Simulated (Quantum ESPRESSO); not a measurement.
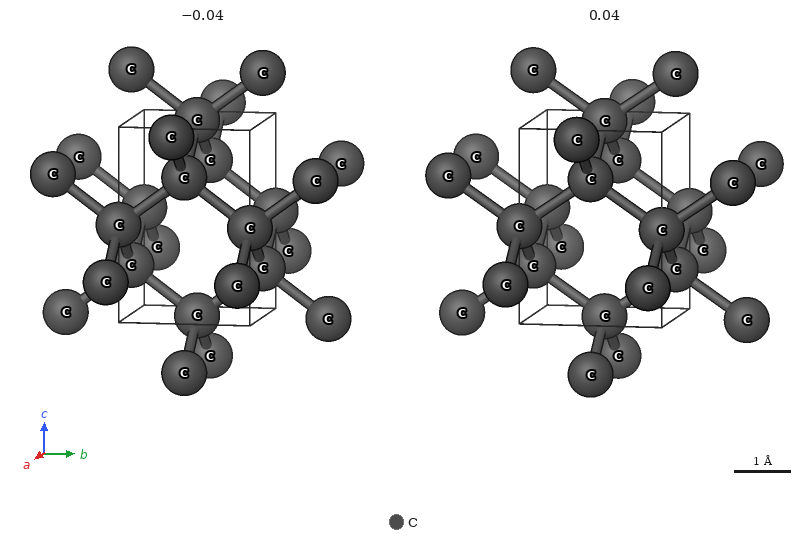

Crystalline C (set up in I4_1/amd), held at several strains, with the atoms relaxed (per unit of the tabulated number the cell is strained by 1.0 along b, 1.0 along a). The picture shows the first and the last member. A ball-and-stick model of the conventional cell (2 times the calculation's cell), seen slightly off an axis. Lengths and directions refer to the drawn axes.

Computed with Quantum ESPRESSO 7.5: PBE, SSSP 1.3 efficiency PBE. Set-up: plane-wave cutoff 748.3 eV; k-point mesh 13 × 13 × 13; occupations fermi-dirac; smearing width 0.05 eV; no spin polarisation.

```csv
strain,energy (meV/atom)
−0.04,79.89
−0.02,20.86
−0.01,?
0,0.00
0.01,2.51
0.02,12.95
0.04,55.74
```

Q: One row is withheld. What does the calculation give there?

A: A parabola through three neighbouring rows (−0.02, 0, 0.01) gives, with Lagrange weights, (0.3333)(20.86) + (1.0000)(0.00) + (−0.3333)(2.51) = 6.12 meV/atom. The calculation gives 5.94 meV/atom. The estimate is 0.18 meV/atom too high. From the first member to the last: C–C 1.504 → 1.586 Å.

The whole series:

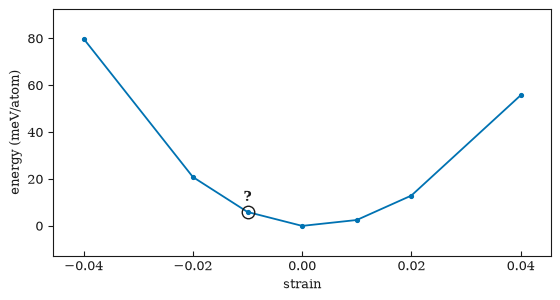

Each member starts from this one structure; whether another phase lies lower wasn't checked.
